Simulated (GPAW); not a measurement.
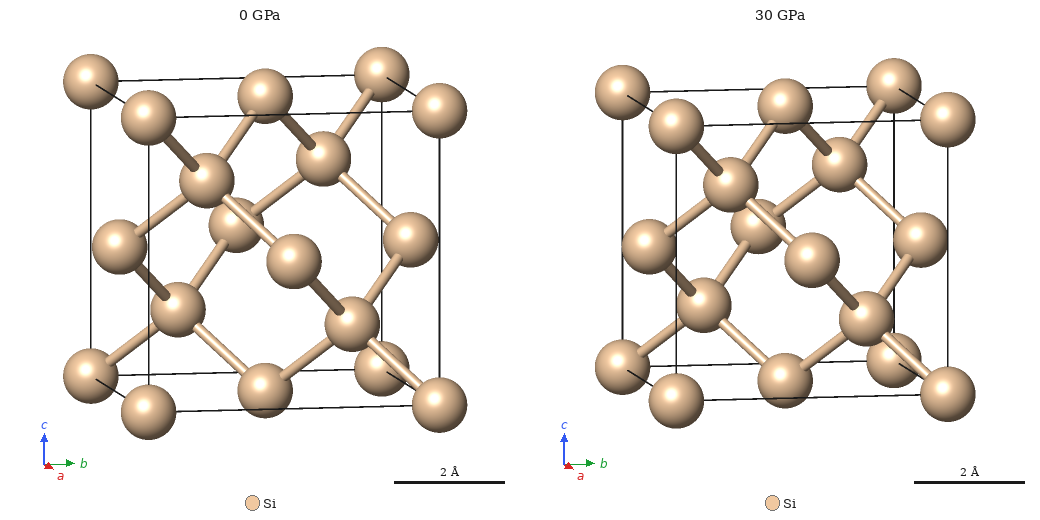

Si, diamond, space group Fd-3m (No. 227), relaxed (cell and atoms) under a series of hydrostatic pressures; the conventional cell is drawn at the lowest and the highest, to one scale (sticks follow a distance rule). The start was a structure listed in the Materials Project.

Alike in all runs: GPAW 26.7.0; functional PBEsol; potentials PAW data sets generated in the run's folder for this functional; cutoff 600 eV; k mesh 8 × 8 × 8 on the run's cell of 2 atoms; occupations fermi-dirac, width 0.05 eV; no spin polarisation; no spin-orbit coupling.

| pressure (GPa) | volume (Å³/atom) | a (Å) | gap (eV) |
| --- | --- | --- | --- |
| 0.0 | 20.107 | 5.439 | 0.52 |
| 2.0 | ? | ? | ? |
| 5.0 | 19.164 | 5.352 | 0.44 |
| 10.0 | 18.411 | 5.281 | 0.36 |
| 20.0 | 17.228 | 5.165 | 0.23 |
| 30.0 | 16.327 | 5.074 | 0.12 |

**What equation of state do the given rows imply, and what volume does it predict for the missing row?**

The fit gives V0 = 20.11 Å³/atom, B0 = 95 GPa and B0′ = 4.0, which puts the volume at 2.0 GPa at 19.69 Å³/atom. The run gave volume 19.693 Å³/atom; a 5.401 Å; gap 0.48 eV.

**How does the gap move over the whole range?**

It narrows from 0.52 to 0.12 eV.

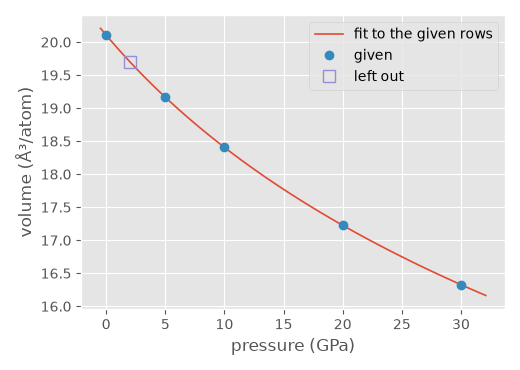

Volume against pressure, with the fit. The structure was kept in its own symmetry, so a change to another phase within this range wouldn't be seen. Gaps are the least found on the k-mesh, which can miss the band edges.

Caveat: later steps reuse the first step's grids; gaps of a few tenths of an eV or less are fragile: at this level of theory the bands may already be inverted off the mesh, while measured gaps, where the compound is known, are often wider than semilocal functionals give.
